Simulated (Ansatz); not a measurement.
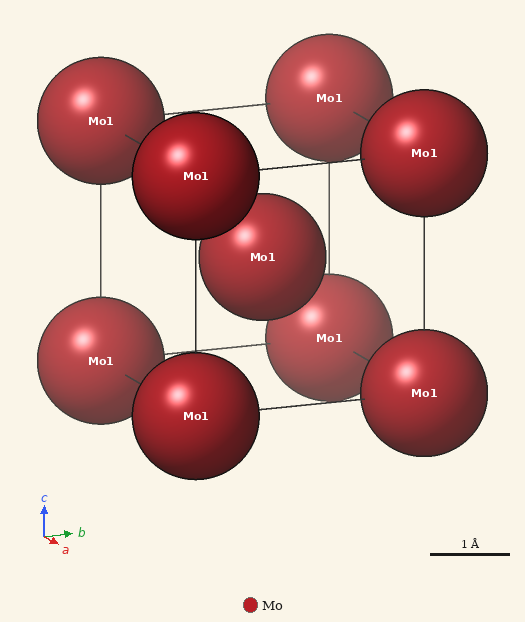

Figure 1. The structure as given in the input (spheres-only view of the cell 2 times as large as that of the calculation, set on its symmetry axes, seen slightly off an axis; atoms are numbered from 1 in the order of the input).

## Mo: a changed input and its effect

System: Mo (1 atom in the cell).
Method of the first run: DFT with PBE, PAW plane waves, no spin polarisation (Ansatz 0.2.0).

The structure derives from an entry of the Crystallography Open Database. Text and figures count atoms from 1; the logs count them from 0 in places.

**The input, the first run**
```yaml
crystal:
  lattice:
    - [-1.565323, 1.565323, 1.565323]
    - [1.565323, -1.565323, 1.565323]
    - [1.565323, 1.565323, -1.565323]
  atoms:
    - { symbol: Mo, position: [0.0, 0.0, 0.0] }
  symmetry: { tolerance: 0.0003 }
kpoints:
  mp_grid: { grid: [8, 8, 8], shift: [0, 0, 0] }
magnetization:
  spin_polarized: false
scf:
  occupations: { method: fermi_dirac }
hamiltonian:
  pseudopotentials: { kind: paw }
  xc: pbe
basis:
  ecutwfc: 420
output:
  forces: true
  stress: true
  eigenvalues: true
```

Command:
```bash
ansatz run input.yaml --threads 1 --pin off --max-ram 2560MiB --backend cpu --events-out ev --progress --plain --runs-dir out
```

Hardware: 1 thread of an Arm (aarch64) CPU, shared host.

**Output, shortened to warnings, some set-up lines, iterations and results (the first run)**
```
Basis set: ecut = 420 eV, 321 PW (Γ), exchange–correlation on 40×40×40 points (8 copies of the dense FFT grid, shifted against one another)
Symmetry: 48 space group operations
k-points: 29 of 512
Initial density: superposition of atomic densities (neutral atoms: chi_scale 0, normalization atom), corrected by the library's trained network
[...]
SCF iter   1: F=—  HF=-4956.001531 eV  |F-HF|=—  |Δ(HF+E_count)|=         —  Δρ=2.57e-3  dr2=4.60e-4  ethr=1.77e-3  ⟨swp⟩=4.9  Hψ=1850  notcnv=0
SCF iter   2: F=—  HF=-4956.001550 eV  |F-HF|=—  |Δ(HF+E_count)|=   1.93e-5  Δρ=1.28e-3  dr2=9.05e-5  ethr=3.29e-6  ⟨swp⟩=2.4  Hψ=702  notcnv=0
SCF iter   3: F=—  HF=-4956.001565 eV  |F-HF|=—  |Δ(HF+E_count)|=   1.44e-5  Δρ=2.59e-4  dr2=8.41e-6  ethr=6.46e-7  ⟨swp⟩=2.1  Hψ=523  notcnv=0
SCF iter   4: F=—  HF=-4956.001562 eV  |F-HF|=—  |Δ(HF+E_count)|=   2.32e-6  Δρ=5.81e-5  dr2=1.69e-7  ethr=6.01e-8  ⟨swp⟩=2.6  Hψ=473  notcnv=0
SCF iter   5: F=-4956.001562 eV  HF=-4956.001562 eV  |F-HF|=1.03e-8  |Δ(HF+E_count)|=   3.73e-9  Δρ=1.88e-5  dr2=1.82e-8  ethr=1.21e-9  ⟨swp⟩=2.0  Hψ=519  notcnv=0
SCF iter   6: F=-4956.001562 eV  HF=-4956.001562 eV  |F-HF|=1.05e-9  |Δ(HF+E_count)|=   4.88e-9  Δρ=6.49e-6  dr2=1.85e-9  ethr=1.30e-10  ⟨swp⟩=1.8  Hψ=1016  notcnv=0
SCF 1 converged in 6 iterations: F = -4956.001562 eV  dr2 = 1.85e-9
SCF converged after 6 iterations
Free energy (F): -4956.001562 eV
Harris-Foulkes:  -4956.001562 eV  (|F-HF|=1.05e-9)
Internal energy: -4955.974355 eV  (E = F + TS)
E sigma→0 (E₀):  -4955.987959 eV
Entropy (-TS):   -0.027207 eV (-27.207 meV/atom)
Fermi energy:    21.474645 eV
--- Per-component energies (eV) ---
  E_band       = -48.559904
  E_kinetic    = 442.002207
  E_local      = -770.421710  (includes V_loc(G=0)·N_el)
  E_nonlocal   = 142.729602
  E_hartree    = 255.383380
  E_xc         = -183.932339
  E_vxc        = -229.609760  (∫ρ·V_xc dr)
  E_paw        = -3201.320175  (= ΣΔE_a)
  E_vpaw       = -144.026276  (= ΣTr[D̂ρ^β])
  E_aug_tail   = 0.000045  (compensation charges beyond the density's cutoff)
  E_ewald      = -1640.415367
  E_smearing   = -0.027207  (= −TS)
  E_closure    = 0.000000  (closes the sum)
  Σ components = -4956.001562   (vs F -4956.001562, Δ=0.00e0)
--- Forces (eV/Å), atoms counted from 1 ---
  atom   1  Mo    -0.00000000     0.00000000     0.00000000
  max |Σ_I F_I| component: 2.67e-32 eV/Å
--- Stress (GPa, compression-positive) ---
        8.259273       0.000000      -0.000000
        0.000000       8.259273      -0.000000
       -0.000000      -0.000000       8.259273
  P = ⅓ Tr σ = 8.2593 GPa (82.593 kbar)
```

For the second run the input was changed thus:
```diff
-    - { symbol: Mo, position: [0.0, 0.0, 0.0] }
+    - { symbol: Mo, position: [0.0, 0.0, 0.0], spin: 2.0 }
-  spin_polarized: false
+  spin_polarized: true
+  write_density: true
+  write_potential: true
+  elf: true
+  volumetric_format: npy
```

How does the second run compare with the first run?

The energy is the same within 0.01 meV per atom. With spin allowed, the absolute moment of the cell comes to 0.00 μB. The SCF takes 10 iterations against 6. The two runs start from different initial densities, which also moves the count.

**Output, shortened to warnings, some set-up lines, iterations and results (the second run)**
```
WARN: the starting moments were not kept: the SCF closed with an absolute magnetisation of 4.5e-8 μB, where they sum to 2 μB in size (1 site). That is at most 0.1 of that sum. Measured as dr2_m measures the in/out step, that magnetisation stands 7.4e-16 eV from none, at or under the dr2_threshold of 1.0e-7 eV: it is no larger than a step whose dr2_m would equal this threshold. The system may hold …
Basis set: ecut = 420 eV, 321 PW (Γ), exchange–correlation on 40×40×40 points (8 copies of the dense FFT grid, shifted against one another)
Symmetry: 48 space group operations
k-points: 29 of 512
Initial density: superposition of atomic densities (chi_scale 0.1, normalization cell)
[...]
SCF iter   1: F=—  HF=-4957.107343 eV  |F-HF|=—  |Δ(HF+E_count)|=         —  Δρ=1.17e-1 (↑1.17e-1 ↓6.14e-2)  dr2=1.58e0  dr2_m=8.50e-1  M=0.193 μB ∫|m|=0.193 μB  β_m=0.30  …
SCF iter   2: F=—  HF=-4956.267310 eV  |F-HF|=—  |Δ(HF+E_count)|=   8.40e-1  Δρ=7.33e-2 (↑7.33e-2 ↓4.66e-2)  dr2=3.80e-1  dr2_m=4.23e-1  M=0.166 μB ∫|m|=0.166 μB  β_m=0.49  …
SCF iter   3: F=—  HF=-4956.000221 eV  |F-HF|=—  |Δ(HF+E_count)|=   2.67e-1  Δρ=1.69e-2 (↑1.67e-2 ↓1.69e-2)  dr2=6.01e-3  dr2_m=3.51e-2  M=0.079 μB ∫|m|=0.079 μB  β_m=0.66  …
SCF iter   4: F=—  HF=-4956.001147 eV  |F-HF|=—  |Δ(HF+E_count)|=   9.26e-4  Δρ=1.43e-3 (↑1.39e-3 ↓1.43e-3)  dr2=1.16e-4  dr2_m=2.25e-4  M=0.015 μB ∫|m|=0.015 μB  β_m=0.82  …
SCF iter   5: F=—  HF=-4956.001506 eV  |F-HF|=—  |Δ(HF+E_count)|=   3.59e-4  Δρ=4.39e-4 (↑4.39e-4 ↓3.68e-4)  dr2=8.27e-6  dr2_m=2.08e-5  M=0.005 μB ∫|m|=0.005 μB  β_m=0.91  …
SCF iter   6: F=—  HF=-4956.001561 eV  |F-HF|=—  |Δ(HF+E_count)|=   5.54e-5  Δρ=6.14e-5 (↑3.58e-5 ↓6.14e-5)  dr2=1.21e-7  dr2_m=3.21e-7  M=0.000 μB ∫|m|=0.001 μB  β_m=0.95  …
SCF iter   7: F=—  HF=-4956.001562 eV  |F-HF|=—  |Δ(HF+E_count)|=   8.19e-7  Δρ=1.04e-5 (↑8.83e-6 ↓1.04e-5)  dr2=1.42e-8  dr2_m=9.14e-9  M=0.000 μB ∫|m|=0.000 μB  β_m=0.88  …
SCF iter   8: F=—  HF=-4956.001562 eV  |F-HF|=—  |Δ(HF+E_count)|=   1.20e-8  Δρ=1.97e-6 (↑1.72e-6 ↓1.97e-6)  dr2=1.03e-9  dr2_m=2.30e-10  M=0.000 μB ∫|m|=0.000 μB  β_m=0.94  …
SCF iter   9: F=—  HF=-4956.001562 eV  |F-HF|=—  |Δ(HF+E_count)|=  8.17e-10  Δρ=1.85e-7 (↑1.18e-7 ↓1.85e-7)  dr2=8.43e-12  dr2_m=1.38e-12  M=0.000 μB ∫|m|=0.000 μB  β_m=0.97  …
SCF iter  10: F=-4956.001562 eV  HF=-4956.001562 eV  |F-HF|=9.09e-13  |Δ(HF+E_count)|=  1.82e-12  Δρ=4.20e-8 (↑4.20e-8 ↓3.76e-8)  dr2=9.50e-13  dr2_m=6.00e-15  M=0.000 μB …
SCF 1 converged in 10 iterations: F = -4956.001562 eV  dr2 = 9.50e-13
WARN: the starting moments were not kept: the SCF closed with an absolute magnetisation of 4.5e-8 μB, where they sum to 2 μB in size (1 site). That is at most 0.1 of that sum. Measured as dr2_m measures the in/out step, that magnetisation stands 7.4e-16 eV from none, at or under the dr2_threshold …
SCF converged after 10 iterations
Magnetization: 0.0000 μB (7.0000 up, 7.0000 down)
Absolute magnetization: 0.0000 μB (∫|ρ↑−ρ↓|, with the PAW one-centre terms)
Spin contamination: 0.0000 ħ² per cell (⟨S²⟩ above its minimum at these occupations)
Per-site moments (μB) at R_I (Å): [(2.2260728050327722e-8, 1.118377823580657)]
Free energy (F): -4956.001562 eV
Harris-Foulkes:  -4956.001562 eV  (|F-HF|=9.09e-13)
Internal energy: -4955.974356 eV  (E = F + TS)
E sigma→0 (E₀):  -4955.987959 eV
Entropy (-TS):   -0.027207 eV (-27.207 meV/atom)
Fermi energy:    21.474656 eV
--- Per-component energies (eV) ---
  E_band       = -48.559514
  E_kinetic    = 442.001910
  E_local      = -770.420828  (includes V_loc(G=0)·N_el)
  E_nonlocal   = 142.729336
  E_hartree    = 255.382873
  E_xc         = -183.932315
  E_vxc        = -229.609733  (∫ρ·V_xc dr)
  E_paw        = -3201.320010  (= ΣΔE_a)
  E_vpaw       = -144.026019  (= ΣTr[D̂ρ^β])
[...]
```

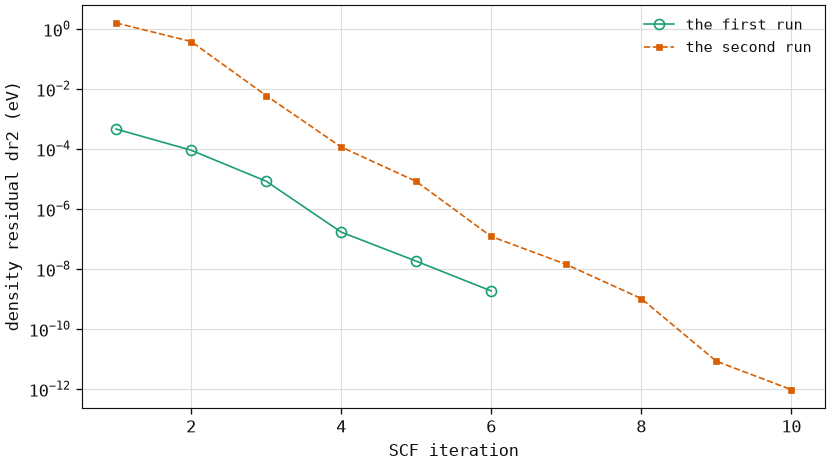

Figure 2. Convergence of the two runs: density residual dr2 against the SCF iteration. The first run takes 6 iterations in all, and the second run takes 10.

**The two runs side by side**

| quantity | the first run | the second run |
| --- | --- | --- |
| outcome | converged | converged |
| free energy per atom (eV) | −4956.0016 | −4956.0016 |
| energy per atom, smearing taken to zero (eV) | −4955.9880 | −4955.9880 |
| pressure (GPa) | 8.26 | 8.26 |
| largest force (eV/Å) | 0.000 | 0.000 |
| SCF iterations | 6 | 10 |
| irreducible k-points | 29 | 29 |
| plane waves at Γ | 321 | 321 |
| net moment of the cell (μB) | – | 0.00 |
| absolute moment of the cell (μB) | – | 0.00 |

For both runs: The cell is under a pressure of 8.3 GPa at this level, so it is not at its equilibrium volume. For the second run: Warnings: some starting moments were not kept.
